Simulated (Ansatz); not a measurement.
Geometry relaxation, with input and output: Ta4N (part 2 of 2)

Ta4N (slab, 5 atoms in the cell); DFT PBE, scalar-relativistic, plane waves, PAW, PAW set soft_1, no spin polarisation (Ansatz 0.2.0); cutoff 420 eV, 9×6×1 k-mesh, Gaussian smearing of 0.1 eV. The structure derives from an entry of the Crystallography Open Database. The input holds or restrains some coordinates. Forces given for the steps count only the free coordinates.

Geometry of the input (Å; fractional positions):
```
2.9862  0.0000  0.0000
0.0000  4.2231  0.0000
0.0000  0.0000  19.7920
Ta 0.5000  0.5000  0.2021
Ta 0.0000  0.0000  0.2775
Ta 0.5000  0.5000  0.3569
Ta 0.0000  0.0000  0.4190
N  0.5000  0.2000  0.4796
```

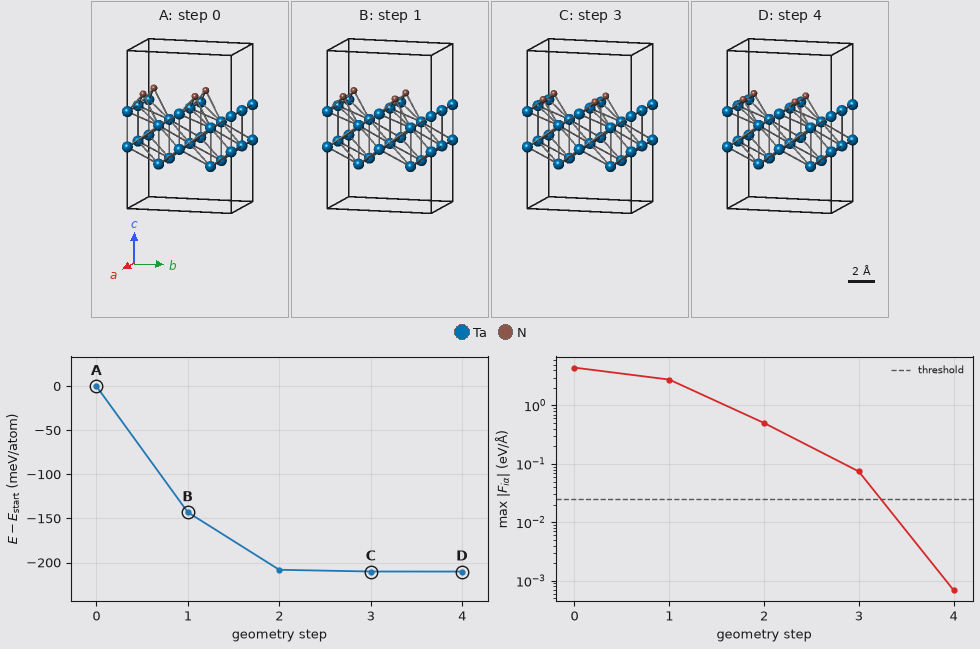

**Figure 1.** Frames of the restrained relaxation (ball-and-stick view of the 2 × 2 repeat of the cell, with the vacuum cut short, seen slightly off an axis) above the curves, on which the letters mark them (the first geometry is step 0 here and step 1 in the log).

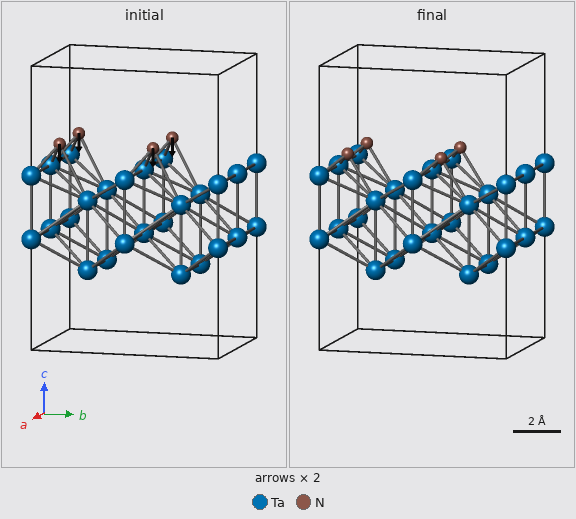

**Figure 2.** Before (left) and after (right) the restrained relaxation, at one scale (ball-and-stick view of the 2 × 2 repeat of the cell, with the vacuum cut short, seen slightly off an axis). The black arrows give the displacements, magnified 2 times. N5 moves most: 0.43 Å. Ta stays in place. The lattice vectors keep their values. Among the contacts that change: Ta3–N5 2.740 → 2.367 Å, Ta4–N5 2.093 → 1.880 Å. Among the angles that change: Ta4–N5–Ta4 91.0° → 105.1°, Ta3–N5–Ta4 71.2° → 83.9°. The energy falls by 210 meV per atom in 4 geometry steps. The largest force component goes from 4.4 to 0.00069 eV/Å. (Atoms are counted from 1 in the order of the input.)

```
WARN: The input density's exchange-correlation potential varies sharply where the density is thin. Do not read a vacuum level from v_tot or v_xc, or from such a field of the output density. On a cell that repeats whose density bears no net charge and no dipole along the vacuum's axis use v_es (v_loc + v_h of the components); under efield.dipole_correction with no amplitude use v_es + v_field, which holds any external_charges[].barrier, or the levels of the report's work_function block, which leave it out; under a non-zero efield.amplitude the vacuum is tilted and has no level; on a cell that repeats and bears such a dipole with no correction it is tilted too, and efield.dipole_correction with no amplitude gives each side of its ramp a level where efield: is served; in a cell that repeats whose density bears a net charge (total_charge, or a fill off its count) it is curved and has none; of a slab under crystal.periodic whose density bears no net charge use v_es, which has a level on each side, short of where the two are joined; of another it falls or rises all the way out and has none; of a slab beside external_charges read slab_vacuum_level instead, which it has where they leave it neutral. The grid or the basis barely resolves most such structure, and the values can differ between equally converged runs; as a rule a tighter scf.convergence.dr2_threshold does not remove it. Where the density itself ripples (under the LDA too) a higher basis.ecutwfc lessens it. The files hold the spikes' plane waves up to the density's cutoff. Files: v_tot and the like, and their columns of v_z.tsv (output.write_potential); v_xc and the like, and their columns of v_comp_z.tsv (output.write_potential_components); where files of the output density stand in their place, no point of their own thin density is over the threshold below, and this is of outcome.potential() and, of a run that writes arrays (npy), the arrays of these names. Measured: with its Gaussian average of σ = 0.25 Å subtracted twice, the exchange-correlation potential is over 0.1 eV at 5 of the grid points where the equally averaged density (valence and model cores) is under 1e-3 e/Å³, and 0.105 eV at the most among them, at an averaged density of 5.1e-8 e/Å³. See output.write_potential in the manual, Limitations
SCF converged after 5 iterations
Free energy (F): -40113.660956 eV
Harris-Foulkes:  -40113.660956 eV  (|F-HF|=7.67e-9)
Internal energy: -40113.639488 eV  (E = F + TS)
E sigma→0 (E₀):  -40113.650222 eV
Entropy (-TS):   -0.021468 eV (-4.294 meV/atom)
Fermi energy:    2.754673 eV
Dipole field:    D = -0.061089 V/Å  (p = -0.084263 e·Å, saw-weighted, corrected)
Work function:   Φ+ = 5.0282 eV   Φ− = 3.8191 eV
Levels:          The Fermi level and band energies are counted from a zero that moves with the ramp; work functions are not
--- Per-component energies (eV) ---
  E_band       = -1291.577201
  E_kinetic    = 1694.409040
  E_local      = -38963.514071  (includes V_loc(G=0)·N_el)
  E_nonlocal   = -7.190803
  E_hartree    = 18710.191420
  E_xc         = -1339.179477
  E_vxc        = -1002.582556  (∫ρ·V_xc dr)
  E_paw        = -33346.367584  (= ΣΔE_a)
  E_vpaw       = -432.099281  (= ΣTr[D̂ρ^β])
  E_aug_tail   = 0.001223  (compensation charges beyond the density's cutoff)
  E_efield     = 0.002574  (sawtooth field / dipole correction)
  E_vefield    = -0.983842  (∫n·V_field dr)
  E_ewald      = 13138.008191
  E_smearing   = -0.021468  (= −TS)
  E_closure    = -0.000000  (closes the sum)
  Σ components = -40113.660956   (vs F -40113.660956, Δ=0.00e0)
--- Forces (eV/Å), atoms counted from 1 ---
  atom   1  Ta     0.00000000     0.13069521     1.55021521
  atom   2  Ta    -0.00000000     0.11722256    -1.79048265
  atom   3  Ta    -0.00000000    -0.56652625    -1.12144593
  atom   4  Ta     0.00000000    -1.08628165     1.36238151
  atom   5  N      0.00000000     1.40498044    -0.00069404
  max |Σ_I F_I| component: 9.03e-5 eV/Å
--- Band table (eV; the first three rows and the last of 20) ---
  k-point 0: bands = ["-65.3233", "-64.8834", "-64.8110", "-64.6327", "-31.9391", "-31.9051", "-31.7413", "-31.5860", "-31.4228", "-31.4072", "-31.2633", "-31.2456", "-31.0539", "-31.0353", "-30.8991", "-30.8463", "-11.7119", "-4.0768", "-2.5261", "-1.7719", "-1.1848", "-1.1098", "-0.3812", "0.2623", "1.6246", "1.7680", "2.1057", "2.7345", "3.1118", "3.4501", "3.5864", "3.6337", "4.6467", "5.0377", "5.3863"]
  k-point 1: bands = ["-65.3228", "-64.8809", "-64.8107", "-64.6361", "-31.9723", "-31.8556", "-31.8105", "-31.5346", "-31.4471", "-31.4010", "-31.2283", "-31.2279", "-31.0418", "-31.0394", "-30.9297", "-30.8666", "-11.6830", "-3.8216", "-2.5161", "-1.7606", "-1.1947", "-1.1032", "-0.4489", "0.3638", "1.5628", "1.9535", "2.2218", "2.6159", "3.1054", "3.4537", "3.6007", "4.0156", "4.1657", "4.9877", "5.4457"]
  k-point 2: bands = ["-65.3219", "-64.8757", "-64.8098", "-64.6430", "-32.0074", "-31.8855", "-31.7683", "-31.6042", "-31.3884", "-31.3755", "-31.1855", "-31.1714", "-31.0472", "-31.0396", "-30.9855", "-30.9156", "-11.6260", "-3.1606", "-2.4867", "-1.7836", "-1.2129", "-1.1547", "-0.6315", "0.6641", "1.6818", "1.9917", "2.2600", "2.6445", "3.2707", "3.4128", "3.7365", "3.8334", "4.1083", "4.6646", "4.8803"]
  k-point 19: bands = ["-65.2941", "-64.8450", "-64.7810", "-64.6113", "-32.0913", "-31.9639", "-31.8763", "-31.8328", "-31.7360", "-31.5306", "-31.4421", "-31.3529", "-31.2330", "-31.0929", "-31.0274", "-30.9729", "-10.9092", "-2.2533", "-1.7773", "-0.4008", "-0.2223", "0.6706", "0.8327", "0.9115", "1.2261", "1.9122", "2.0632", "2.4449", "2.5218", "3.2370", "3.6635", "4.1895", "4.7167", "4.8990", "5.1350"]
--- Relaxed structure (5 steps of the walk, 5 accepted, 0 SCFs on fresh bases) ---
  F+E_penalty+E_count = -40113.66095564 eV   max|allowed force component| = 6.940e-4 eV/Å
  atoms:
    - { symbol: Ta, position: [0.5, 0.5, 0.20210145870000001] }
    - { symbol: Ta, position: [0.0, 0.0, 0.27754038430000005] }
    - { symbol: Ta, position: [0.5, 0.5, 0.35685102170000005] }
    - { symbol: Ta, position: [0.0, 0.0, 0.41895830620000013] }
    - { symbol: N, position: [0.5, 0.2, 0.4578658211640656] }
```

### Trajectory as extended XYZ (Å, eV, eV/Å), 5 frames, from step=1 to step=5
```
5
Lattice="2.9862 0.0000 0.0000 0.0000 4.2231 0.0000 0.0000 0.0000 19.7920" Properties=species:S:1:pos:R:3:forces:R:3 step=1 energy=-40112.60994
Ta    1.4931    2.1115    4.0000    0.0000   0.0608   1.6157
Ta    0.0000    0.0000    5.4931    0.0000   0.1152  -1.7724
Ta    1.4931    2.1115    7.0628    0.0000  -0.0925  -0.9458
Ta    0.0000    0.0000    8.2920    0.0000   1.7301   5.5373
N     1.4931    0.8446    9.4920    0.0000  -1.8138  -4.4359
5
Lattice="2.9862 0.0000 0.0000 0.0000 4.2231 0.0000 0.0000 0.0000 19.7920" Properties=species:S:1:pos:R:3:forces:R:3 step=2 energy=-40113.32492
Ta    1.4931    2.1115    4.0000    0.0000   0.0772   1.5815
Ta    0.0000    0.0000    5.4931    0.0000   0.1237  -1.7696
Ta    1.4931    2.1115    7.0628    0.0000  -0.3294  -0.9978
Ta    0.0000    0.0000    8.2920    0.0000   0.9457   3.9566
N     1.4931    0.8446    9.2970    0.0000  -0.8186  -2.7701
5
Lattice="2.9862 0.0000 0.0000 0.0000 4.2231 0.0000 0.0000 0.0000 19.7920" Properties=species:S:1:pos:R:3:forces:R:3 step=3 energy=-40113.65088
Ta    1.4931    2.1115    4.0000    0.0000   0.1187   1.5546
Ta    0.0000    0.0000    5.4931    0.0000   0.1187  -1.7809
Ta    1.4931    2.1115    7.0628    0.0000  -0.5378  -1.0901
Ta    0.0000    0.0000    8.2920    0.0000  -0.6520   1.8204
N     1.4931    0.8446    9.1020    0.0000   0.9505  -0.5015
5
Lattice="2.9862 0.0000 0.0000 0.0000 4.2231 0.0000 0.0000 0.0000 19.7920" Properties=species:S:1:pos:R:3:forces:R:3 step=4 energy=-40113.66074
Ta    1.4931    2.1115    4.0000    0.0000   0.1327   1.5492
Ta    0.0000    0.0000    5.4931    0.0000   0.1162  -1.7935
Ta    1.4931    2.1115    7.0628    0.0000  -0.5683  -1.1262
Ta    0.0000    0.0000    8.2920    0.0000  -1.1538   1.2980
N     1.4931    0.8446    9.0563    0.0000   1.4721   0.0742
5
Lattice="2.9862 0.0000 0.0000 0.0000 4.2231 0.0000 0.0000 0.0000 19.7920" Properties=species:S:1:pos:R:3:forces:R:3 step=5 energy=-40113.66096
Ta    1.4931    2.1115    4.0000    0.0000   0.1307   1.5502
Ta    0.0000    0.0000    5.4931    0.0000   0.1172  -1.7905
Ta    1.4931    2.1115    7.0628    0.0000  -0.5665  -1.1214
Ta    0.0000    0.0000    8.2920    0.0000  -1.0863   1.3624
N     1.4931    0.8446    9.0621    0.0000   1.4050  -0.0007
```

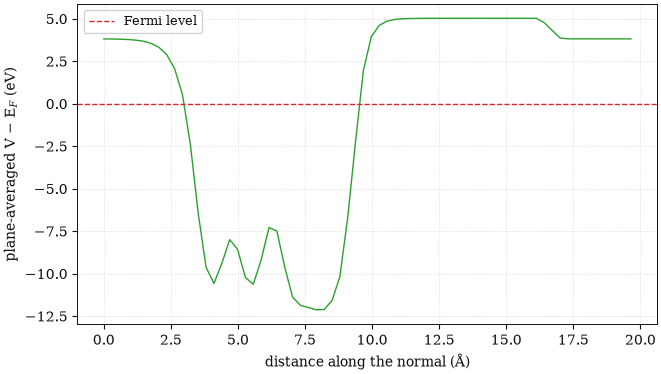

**Figure 3.** Plane average of the electrostatic potential energy of an electron across the cell, from the Fermi level. The vacuum level lies 5.03 eV above the Fermi level on the upper side and 3.82 eV on the lower.

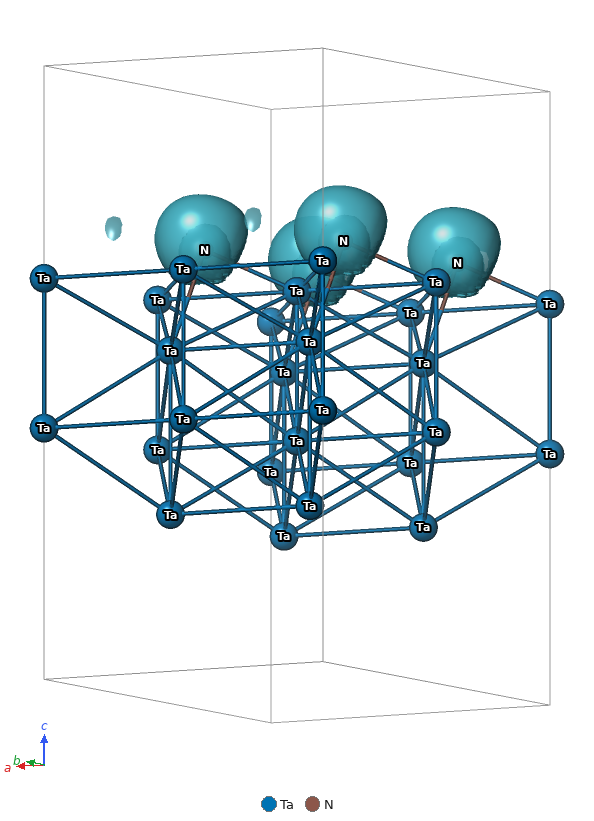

**Figure 4.** Isosurface of the ELF at 0.75 (cyan), seen at an oblique angle. Only the valence region is drawn (cores and ρ < 0.01 e/Å³ removed). Sticks mark near contacts. Profiles from the grid: Ta–N (1.88 Å): the ELF peaks at about 0.80 in the valence shell of N, 0.6 Å from its nucleus, and drops to about 0.35 between the two atoms. Ta–Ta (2.80 Å): the ELF is about 0.35 at the midpoint (no shared electron pair). The fields are those of the smooth PAW valence density.

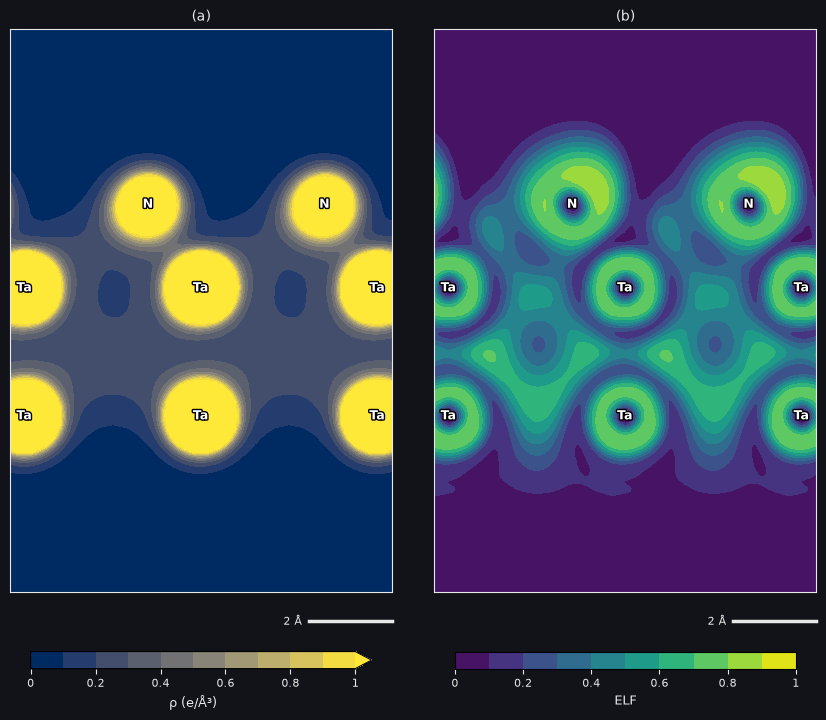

**Figure 5.** (a) valence charge density (pseudo); (b) electron localisation function on the (100) plane of the calculation cell, a cut from vacuum to vacuum. The section cuts through Ta and N sites. Ta–Ta (3.06 Å): ρ at the midpoint is about 0.27 e/Å³; the ELF is about 0.40 at the midpoint (no localised pair between them). The density dies away to nearly zero in the vacuum. The strong features right at Ta lie inside the PAW spheres (semicore, d or f shells) and say nothing about bonding.

### Summary

```tsv
quantity	value
outcome	converged under the restraints of the input
electrons treated	57
free energy	−40113.6610 eV
work function, top face	5.03 eV
work function, bottom face	3.82 eV
Fermi energy	2.755 eV
gap on the k-point mesh	none (metallic)
final volume	249.60 Å³
work function (upper face)	5.03 eV
largest force (length of the vector) at the end, held atoms and coordinates included	1.794 eV/Å
hardware	2 threads of Arm Neoverse V1, 24 GiB of memory available, shared host
wall time	46 s (CPU time 92 s)
peak memory	0.49 GiB
```

### Remarks

The program warns: the exchange-correlation potential is rough where the density is thin. Spin–orbit coupling is left out, which matters for Ta. The cell holds an odd number of electrons but the run has no spin polarisation, so a band is left half filled.
